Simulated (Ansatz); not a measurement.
BN (slab)

Input

```
crystal:
  lattice:
    - [2.5071210896, 0.0, 0.0]
    - [-1.2535605448, 2.1712305539, 0.0]
    - [0.0, 0.0, 45.8423718534]
  atoms:
    - { symbol: B, position: [0.6666666667, 0.3333333333, 0.3911372135] }
    - { symbol: "N", position: [0.3333333333, 0.6666666667, 0.3911009424] }
    - { symbol: B, position: [0.3333333333, 0.6666666667, 0.463842723] }
    - { symbol: "N", position: [0.6666666667, 0.3333333333, 0.4638406372] }
    - { symbol: B, position: [0.6666666667, 0.3333333333, 0.536157277] }
    - { symbol: "N", position: [0.3333333333, 0.6666666667, 0.5361593628] }
    - { symbol: B, position: [0.3333333333, 0.6666666667, 0.6088627865] }
    - { symbol: "N", position: [0.6666666667, 0.3333333333, 0.6088990576] }
  periodic: [true, true, false]
basis:
  ecutwfc: 420
kpoints:
  mp_grid: { grid: [9, 9, 1] }
  band_path:
    path:
      - [0.0, 0.0, 0.0]
      - [0.5, 0.0, 0.0]
      - [0.3333333333, 0.3333333333, 0.0]
      - [0.309896, 0.3125, 0.0]
      - [0.0, 0.5, 0.0]
    npoints: 1
hamiltonian:
  xc: hse06
scf:
  occupations: { method: fixed }
  n_extra_bands: 6
output:
  eigenvalues: true
  write_density: true
  write_potential: true
  elf: true
  volumetric_format: npy
```

Command:

```sh
ansatz run input.yaml --threads 2 --pin off --max-ram 5120MiB --backend cpu --events-out ev --progress --plain --runs-dir out
```

All numbers below come from DFT HSE06, scalar-relativistic, plane waves, PAW in Ansatz.

**What will maps of the valence pseudo-density and electron localisation function show?**

B–N (1.45 Å): ρ at the midpoint is about 1.8 e/Å³; the ELF peaks at about 0.95 between the atoms; a shared but strongly polarised pair.

**Metal or insulator at this level of theory?**

It is gapped, with a Kohn–Sham gap of 5.8 eV on the k-point mesh (the band edges may lie off the mesh, which would make the gap smaller).

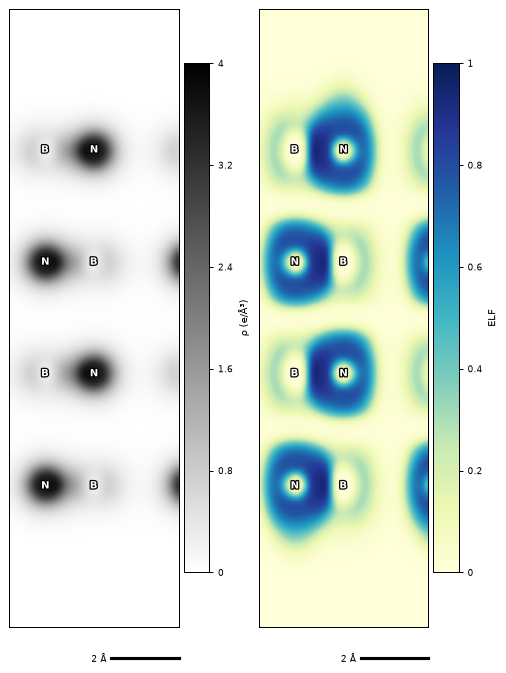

Computed valence pseudo-density and electron localisation function on the (110) plane of the calculation cell, a cut from vacuum to vacuum, in this order. 

In a PAW calculation such maps are meaningful between the atoms, not at the nuclei.
